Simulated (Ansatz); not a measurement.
The compound is LiF (space group I4/mmm, No. 139), taken as the geometry relaxed with DFT PBE, scalar-relativistic, plane waves, PAW in Ansatz 0.2.0; the starting structure was generated, so it need not be a known form of this composition.

```cif
data_structure
_symmetry_space_group_name_H-M 'I4/mmm'
_symmetry_Int_Tables_number 139
_cell_length_a 3.6812
_cell_length_b 3.6812
_cell_length_c 10.1378
_cell_angle_alpha 90.000
_cell_angle_beta 90.000
_cell_angle_gamma 90.000
_cell_volume 137.38
loop_
_atom_site_label
_atom_site_type_symbol
_atom_site_symmetry_multiplicity
_atom_site_Wyckoff_symbol
_atom_site_fract_x
_atom_site_fract_y
_atom_site_fract_z
_atom_site_occupancy
Li1 Li 4 d 0.00000 0.50000 0.25000 1
F1 F 4 e 0.00000 0.00000 0.29530 1
```

Bonds are taken as F–Li below 2.1 Å; no other contact counts. Simplification: prune 0- and 1-connected atoms, fold 2-connected ones into links.

Derive the underlying net.

The result is a uninodal 4-connected, two-periodic (layers) net: Li and F are 4-connected nodes. It is the sql net, known from the square lattice. The layers lie parallel to (001).

| node | links | point symbol | coordination sequence |
| --- | --- | --- | --- |
| Li and F | 4 | 4⁴·6² | 4 8 12 16 20 24 28 32 |

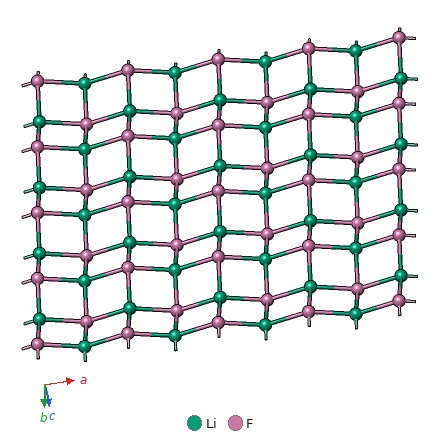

Nodes are coloured by element. One layer is drawn. Short stubs are edges that leave the cut-out.
